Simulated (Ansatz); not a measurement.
```xyz
5
Lattice="5.3045 0.0000 0.0000 -2.6523 4.5938 0.0000 0.0000 0.0000 4.2866" Properties=species:S:1:pos:R:3 pbc="T T T"
P     0.0000    3.0626    1.0333
P     2.6523    1.5313    3.2532
P     0.6849    1.1863    0.0000
P     3.9347    0.0000    0.0000
P    -1.9674    3.4076    0.0000
```

Space group P321; a structure generated by program, which may or may not match a known phase; computed without spin polarisation.

All numbers below come from Ansatz 0.2.0, DFT PBE, scalar-relativistic, plane waves, PAW.

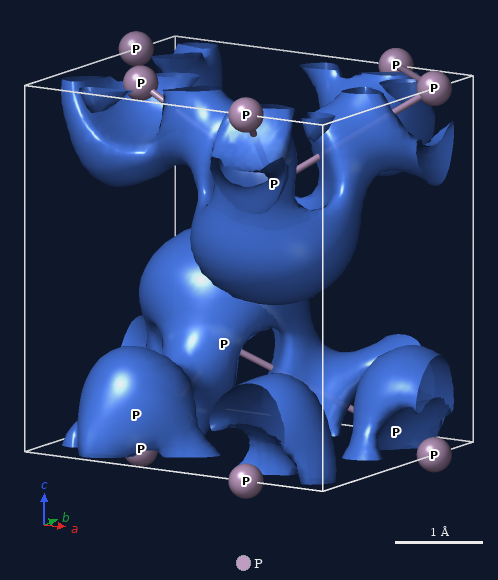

P. Isosurface of the electron localisation function at 0.75 (blue), seen slightly off an axis. Core shells and regions of very low density are left out. Sticks mark near contacts.

**What do the ELF domains correspond to?**

The surface consists of sheets that run through the cell in two directions, counted in one cell of 5 atoms. Regions shared between cells count once. There are no localised bonds or lone pairs at this value.

Values along the shortest contacts:
P–P (2.25 Å): the ELF peaks at about 0.85 between the atoms. P–P (2.37 Å): the ELF peaks at about 0.80 between the atoms.
